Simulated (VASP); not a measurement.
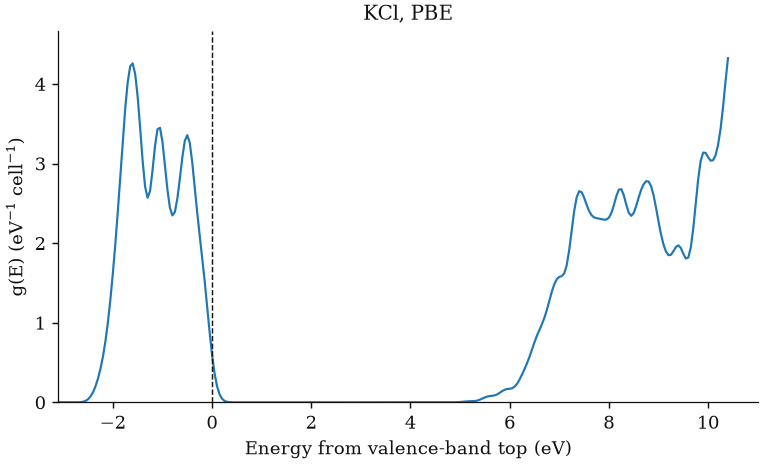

Density of states of KCl, space group P4/mmm, 2 atoms in the cell, CsCl type, epitaxial (xy) strain −5.5%. Computed with VASP 6.6.1: DFT, PBE, plane waves, PAW, 8×8×8 k mesh. Energies are counted from the top of the valence band. The curve is built from the levels of the k mesh with Gaussians 0.3 eV wide, which also blur the band edges.

There is a gap; over the k points computed it is 5.19 eV (indirect; the smallest direct gap is 5.41 eV). The upper group of valence states starts about 2.3 eV under the valence-band top, with a gap beneath it; it holds about 6 electrons a cell. Within the window shown, the tallest peak of the filled states lies 1.6 eV under the valence-band top, at about 4.3 states per eV and cell.
